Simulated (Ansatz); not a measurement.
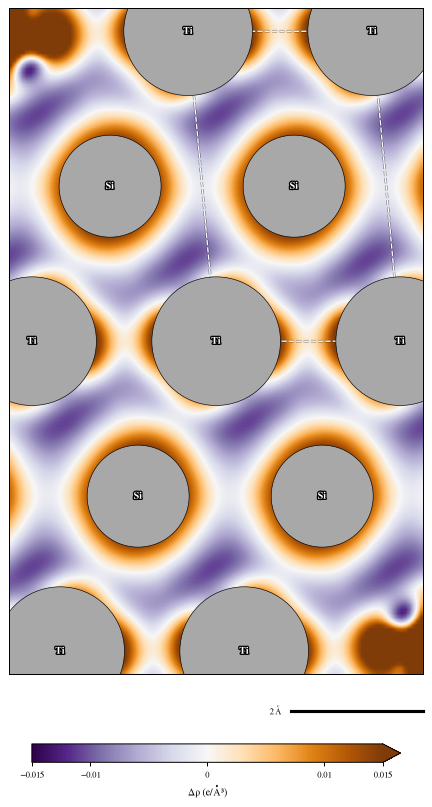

TiSi. Difference of the valence pseudo-densities of two functionals at the same geometry, on the (101̄) plane of the calculation cell: B3LYP less PBE0.

Space group Cmmm; a structure from a database of computed crystals, not necessarily the ambient phase.

Both computed with Ansatz (plane waves, PAW), on the same k-point mesh. Grey discs cover the atomic cores.

```
Ti Si
1.0
     1.81618   -2.11762    0.00000
     1.81618    2.11762    0.00000
     0.00000    0.00000    3.80393
Ti Si
1 1
Direct
  0.50000 0.50000 0.00000
  0.00000 0.00000 0.50000
```

> What does the difference map show?

Against PBE0, B3LYP gives more density around Si (+0.007 e/Å³ on average at 0.9 Å from the nucleus) and a change of −0.009 e/Å³ at the midpoint of Ti–Si.
